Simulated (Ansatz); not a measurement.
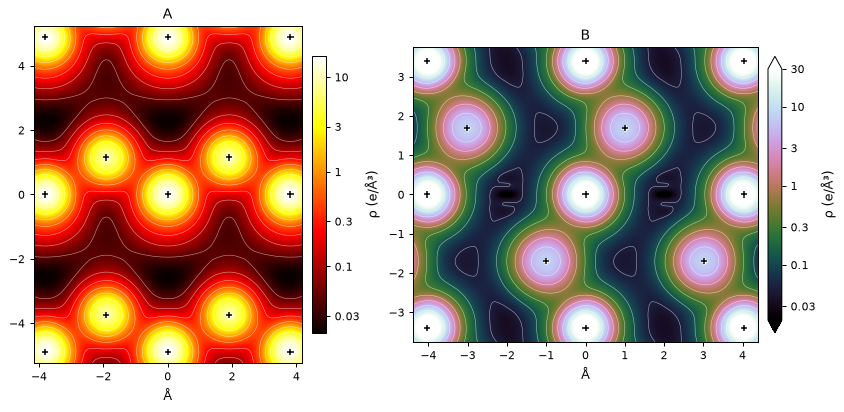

The valence electron density of 2 systems, each on a plane through atoms (crosses mark nuclei in the plane).

These are results of Kohn-Sham DFT of a periodic cell, PBE, Ansatz PAW (Ansatz 0.2.0), not measurements.

System 1: SnO, the (100) plane of the conventional cell. Space group P4/nmm; a structure from a database of computed crystals, not necessarily the ambient phase; not relaxed (largest force 0.4 eV/Å); computed pressure about 4 GPa in this cell.

System 2: CuO, the (011̄) plane of the conventional cell. Space group Cccm; a structure from a database of computed crystals, not necessarily the ambient phase; computed pressure about −4 GPa in this cell.

```cif
data_structure
_symmetry_space_group_name_H-M 'P 1'
_symmetry_Int_Tables_number 1
_cell_length_a 4.0343
_cell_length_b 4.3638
_cell_length_c 5.2238
_cell_angle_alpha 90.000
_cell_angle_beta 90.000
_cell_angle_gamma 90.000
_cell_volume 91.96
loop_
_atom_site_label
_atom_site_type_symbol
_atom_site_fract_x
_atom_site_fract_y
_atom_site_fract_z
_atom_site_occupancy
Cu1 Cu 0.25000 0.75000 0.50000 1
Cu2 Cu 0.75000 0.25000 0.50000 1
Cu3 Cu 0.25000 0.25000 0.00000 1
Cu4 Cu 0.75000 0.75000 0.00000 1
O1 O 0.00000 0.50000 0.75000 1
O2 O 0.50000 0.00000 0.75000 1
O3 O 0.00000 0.50000 0.25000 1
O4 O 0.50000 0.00000 0.25000 1
```

Question: Match each panel to its system.

Answer: Panel A is system 1, SnO: the plane holds Sn and O. Sn–O (2.23 Å): ρ is about 0.47 e/Å³ halfway. Panel B is system 2, CuO: the plane holds Cu and O. Cu–O (1.98 Å): ρ is about 0.61 e/Å³ halfway.
